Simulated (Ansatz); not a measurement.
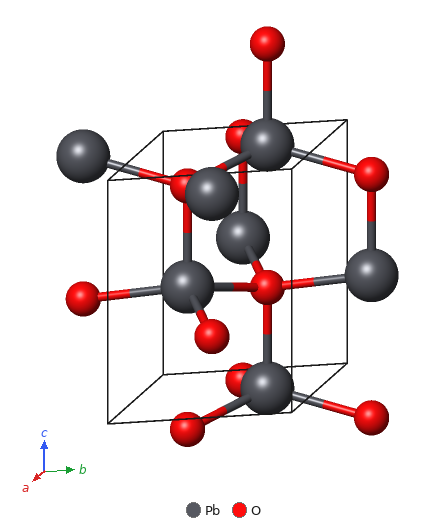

A ball-and-stick picture of a crystal structure, seen slightly off an axis. Thin lines show the conventional unit cell, with boundary atoms drawn in all their periodic places. Every bond is drawn to its end, so some atoms lie outside the box.

PbO, space group P6_3mc (No. 186), a = 4.197 Å, b = 4.197 Å, c = 5.622 Å, α = 90.00°, β = 90.00°, γ = 120.00°. It goes back to a structure type filled with these elements by a generator (whether the compound takes this form wasn't checked). Earlier steps of the study, as a rule a relaxation of our own, may have changed the cell and positions, so they can lie some per cent off the listed ones. Ansatz was used for an electronic-structure calculation on it.

This one geometry was computed with Ansatz (DFT, plane waves, PAW) at six levels of theory: PBE0, r2SCAN, LDA, PBE with spin-orbit coupling, dielectric-dependent PBE0 (fraction 1/eps_inf of PBE) and PBE. It was relaxed beforehand with r2SCAN.

Question: Which level gives the highest pressure at this volume, and what does that say about its equilibrium volume?

Answer: Highest: PBE with spin-orbit coupling (2.2 GPa) and PBE (2.4 GPa), which points to the largest equilibrium volume. Lowest, with the smallest volume: LDA (-3.5 GPa). Levels within 0.5 GPa of each other can't be told apart.

Question: How does the band gap change with the level of theory?

Answer: PBE with spin-orbit coupling: a gap of 1.60 eV, direct; LDA: a gap of 1.75 eV, indirect; PBE: a gap of 1.79 eV, indirect; r2SCAN: a gap of 1.95 eV, indirect; dielectric-dependent PBE0 (fraction 1/eps_inf of PBE): a gap of 2.50 eV, indirect; PBE0: a gap of 3.08 eV, indirect.

Question: Collect the results in a table.

Answer:
| level | cutoff (eV) | k-mesh of the run's cell | gap (eV) | pressure (GPa) |
| --- | --- | --- | --- | --- |
| PBE0 | 420 | 6×6×4 | 3.08 | 0.2 |
| r2SCAN | 500 | 12×12×4 | 1.95 | 0.0 |
| LDA | 420 | 12×12×4 | 1.75 | -3.5 |
| PBE with spin-orbit coupling | 420 | 12×12×4 | 1.60 | 2.2 |
| dielectric-dependent PBE0 (fraction 1/eps_inf of PBE) | 420 | 6×6×4 | 2.50 | 1.2 |
| PBE | 420 | 12×12×4 | 1.79 | 2.4 |

Gaps are taken on the k-mesh or band path of each run.
